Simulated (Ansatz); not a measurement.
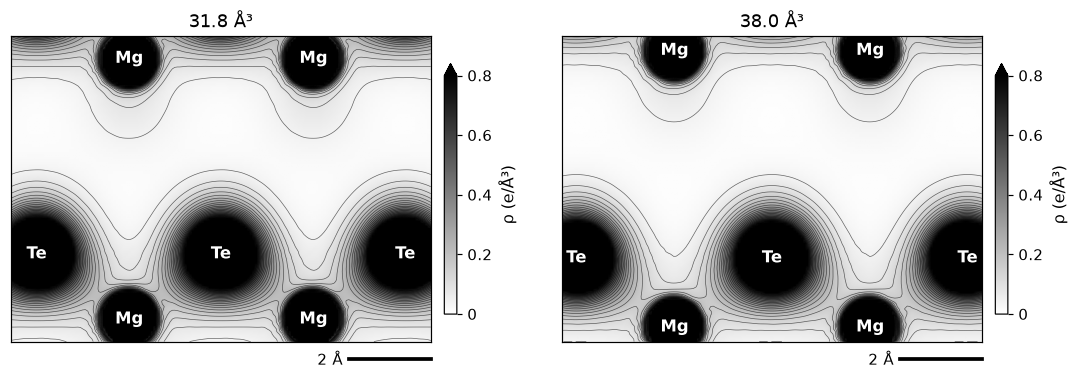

MgTe. The valence charge density (pseudo) of cells scaled evenly to different volumes (given per atom above each panel), on the (11̄0) plane of each (indices in the axes of the cell below), at one length scale and on one colour scale.

Started from the zincblende prototype, which need not be the ambient phase.

Computed with Ansatz 0.2.0, DFT, PBE, plane waves, PAW.

The density is the valence pseudo-density of a PAW calculation; it isn't the true density close to the nuclei.

The largest cell:

```xyz
2
Lattice="0.0000 3.3624 3.3624 3.3624 0.0000 3.3624 3.3624 3.3624 0.0000" Properties=species:S:1:pos:R:3 pbc="T T T"
Mg    0.0000    0.0000    0.0000
Te    1.6812    1.6812    1.6812
```

| volume (Å³/atom) | Mg–Te contact in the plane (Å) | ρ at its midpoint (e/Å³) | pressure (GPa) | gap on the mesh (eV) | 
| --- | --- | --- | --- | --- |
| 31.81 | 2.744 | 0.334 | 3.2 | 2.69 | 
| 34.82 | 2.828 | ? | ? | ? | 
| 38.02 | 2.912 | 0.270 | −2.7 | 1.92 | 

> Estimate the missing row, and compare with the calculation.

Over the known rows ln ρ falls by 1.27 per Å of Mg–Te distance (the line through the two), which gives 0.300 e/Å³ at 2.828 Å; the calculation gives 0.300 e/Å³. For the pressure, a straight line in volume between the neighbouring rows gives 0.3 GPa; the calculation gives −0.3, lower because pressure rises ever faster on compression. For the gap on the mesh, a straight line in volume between the neighbouring rows gives 2.32 eV; the calculation gives 2.29.
